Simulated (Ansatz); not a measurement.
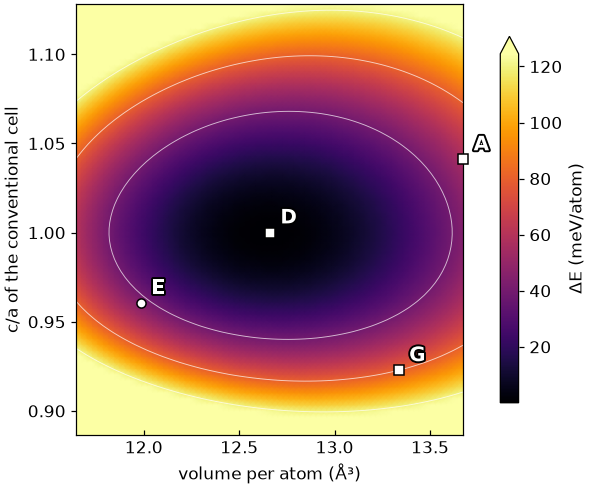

KTaO3 (Pm-3m, No. 221; 5 atoms in the cell). The energy is mapped over volume and the cell's shape. First axis: volume per atom. Second axis: c/a of the conventional cell. Nothing is relaxed (symmetry fixes all fractional coordinates). The grid has 7 × 7 points. Points are written as (first, second). Energies are in meV/atom, from the lowest grid point. These are results of Ansatz, DFT PBEsol, scalar-relativistic, plane waves, PAW, not measurements. Settings: cutoff 520 eV, k-mesh 8×8×8, gaussian smearing 0.05 eV, no spin polarisation.

In the figure: a smooth colour map with a few white contour lines, one colour for all values above the top of the scale, lettered points. Between grid points the surface is interpolated.

### Is E the lowest point of the computed grid?

No. E lies 45 meV/atom above the lowest grid point, which is at (12.660 Å³, 1.000).

### What kind of point is each of D, E, G: minimum, saddle, maximum or slope?

D: minimum; E: on a slope; G: on a slope. (In these two coordinates alone; a stationary point may lie a little off the grid point.)
